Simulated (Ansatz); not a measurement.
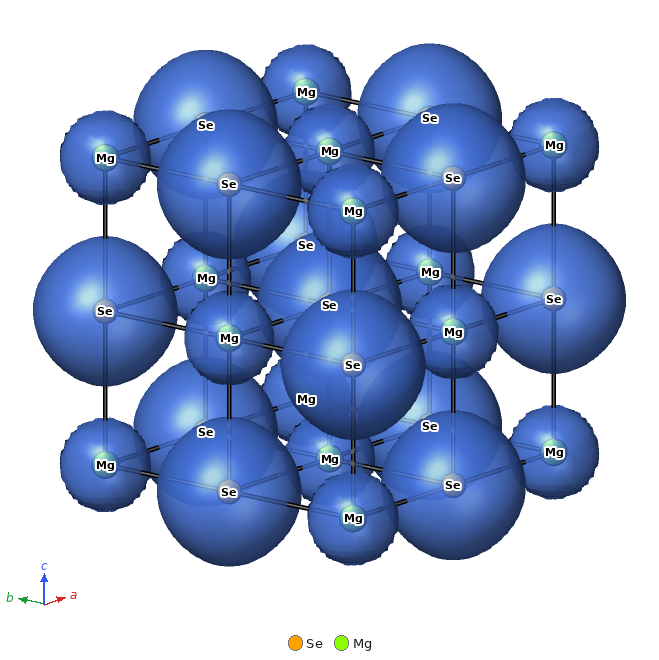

*MgSe. Isosurface of the valence pseudo-density at 0.3 e/Å³ (blue), seen at an oblique angle. Sticks mark near contacts.*

Space group Fm-3m.

Theory: Kohn-Sham DFT of a periodic cell, PBE0, Ansatz PAW (Ansatz 0.2.0).

In a PAW calculation such maps are meaningful between the atoms, not at the nuclei.

How is the density connected at this value?

At this value the density breaks into separate islands; it holds about 85 % of the electrons treated as valence (semicore included). It bridges none of the near contacts. It is pinched off along the sampled Mg–Se (2.73 Å) contacts. On the grid the lowest density along these lines, outside the cores, is 0.15 e/Å³ (Mg–Se, 2.73 Å).

Metal or insulator at this level of theory?

It is gapped, with a Kohn–Sham gap of 3.4 eV on the k-point mesh, an upper bound to the gap of this method.
